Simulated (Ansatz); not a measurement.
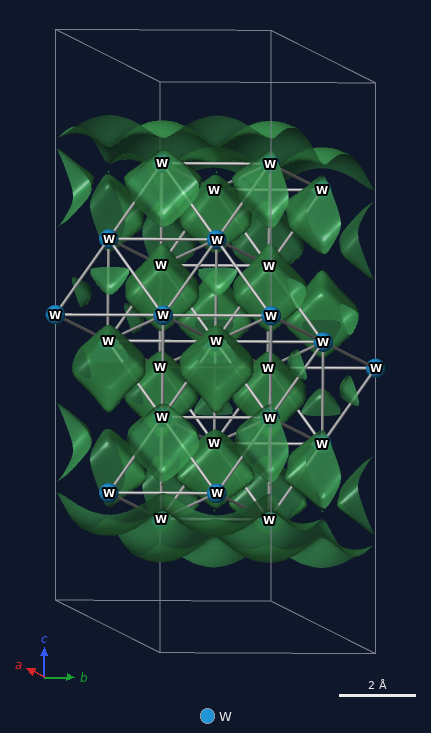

*W (slab). Isosurface of the valence pseudo-density at 0.3 e/Å³ (green), seen at an oblique angle. Sticks mark near contacts.*

All numbers below come from Ansatz, DFT PBEsol, scalar-relativistic, plane waves, PAW.

Core electrons are frozen (PAW), and the valence fields are smoothed inside the atomic spheres.

> What does this surface tell about the bonding?

At this value the density is joined into sheets; it holds about 90 % of the electrons treated as valence (semicore included). It bridges the sampled W–W (2.85 Å) contacts, where the density stays above the isovalue. On the grid the lowest density along these lines, outside the cores, is 0.36 e/Å³ (W–W, 2.85 Å).
